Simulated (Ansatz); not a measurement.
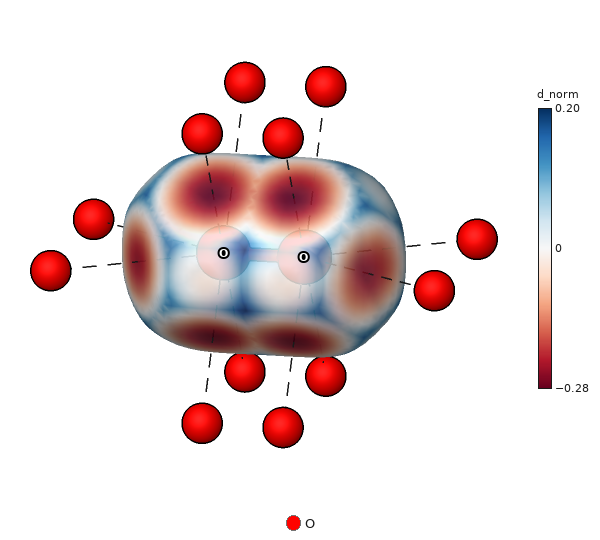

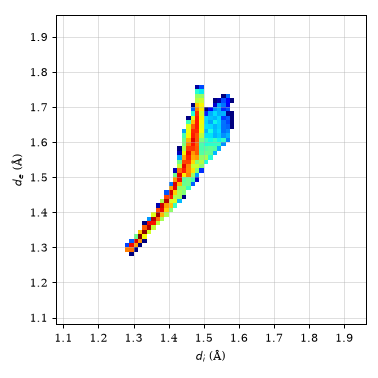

Hirshfeld surface computed for the O2 molecule in O (Fmmm, No. 69), coloured by d_norm. Dashed lines lead to the closest neighbours outside. The second picture is its fingerprint plot, coloured by area on a logarithmic scale (blue little, red much).

The surface is where the fragment's share of the procrystal density (the sum of the densities of spherically averaged neutral Hartree-Fock atoms) equals one half. d_i and d_e are the distances from the surface to the nearest nucleus inside and outside; d_norm adds both, each measured against its van der Waals radius (Alvarez: O 1.50 Å), so red marks contacts shorter than the sum of radii, white equal and blue longer.

The cell is taken from a calculation's input that goes back to an entry of the Crystallography Open Database (an earlier step may have relaxed or displaced it).

```xyz
8
Lattice="2.9567 0.0000 0.0000 0.0000 4.2151 0.0000 0.0000 0.0000 6.6897" Properties=species:S:1:pos:R:3 pbc="T T T"
O     0.0000    0.0000    0.5827
O     1.4784    0.0000    2.7622
O     0.0000    2.1075    3.9275
O     1.4784    2.1075    6.1070
O     1.4784    0.0000    3.9275
O     0.0000    0.0000    6.1070
O     1.4784    2.1075    0.5827
O     0.0000    2.1075    2.7622
```

> Which contact with the surroundings is the closest relative to the atoms' sizes?

O···O at 2.57 Å, 86 % of the sum of the van der Waals radii.

> How is the surface shared among contacts (both directions of a pair summed)?

O···O 100 %.

> Give the size and shape of the surface.

It encloses about 19.1 Å³, has an area of about 36 Å² and a globularity of 0.95 (1 for a sphere).

> Where does the fingerprint reach closest to the origin?

The smallest d_i + d_e is about 2.6 Å, which belongs to the shortest contact, O···O at 2.57 Å; d_e runs from 1.29 to 1.75 Å.
